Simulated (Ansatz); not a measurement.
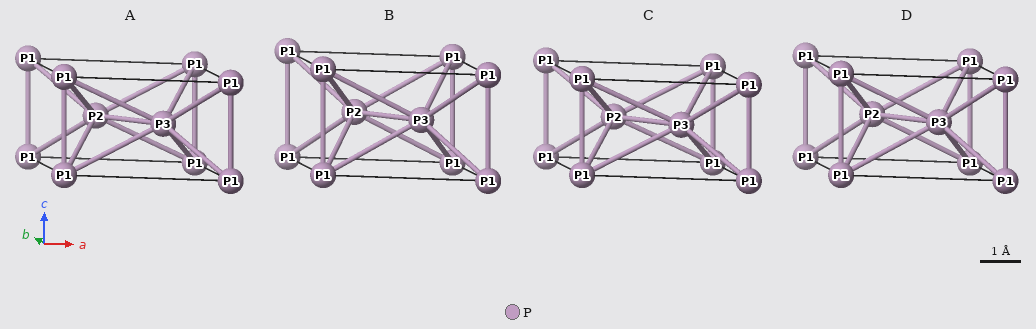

4 geometries from one relaxation of a crystal of P (a generated structure, set up in P6/mmm), in shuffled order. A ball-and-stick model of the cell of the calculation, seen slightly off an axis.

Phase: omega (AlB2-type).

Theory: Ansatz, DFT, PBE, plane waves (420 eV) with PAW, scalar-relativistic. Settings: plane-wave cutoff 420 eV; k-point mesh 8 × 8 × 12; occupations fermi dirac; smearing width 0.1 eV; no spin polarisation; cell and atoms relaxed; force threshold 0.01 eV/Å; at most 60 steps.

**Put them in the order of the run, from the start to the converged end.**

B, D, C, A. They are steps 0, 1, 2, 5, at +38.1 meV per atom, +8.7 meV per atom, +4.3 meV per atom relative to the last. The energy falls by 38.1 meV per atom in 4 accepted moves (5 points after the start). All forces vanish by symmetry, so only the cell relaxes. Pressure: −4.65 GPa at the start and −0.02 GPa at the end. At 1 point the geometry stayed and the basis and grid were re-selected for the new cell (energy shift of less than 0.05 meV per atom at most each time). The atoms keep their places relative to the cell (all moves are under 0.005 Å). The volume changes by −5.4 %, with a = b 4.414 → 4.456 Å (+0.9 %), c 2.706 → 2.512 Å (−7.2 %). Some distances before and after: P1–P1 2.706 → 2.512 Å, P2–P3 2.549 → 2.573 Å, P1–P2 2.886 → 2.863 Å. The space group stays P6/mmm (No. 191).
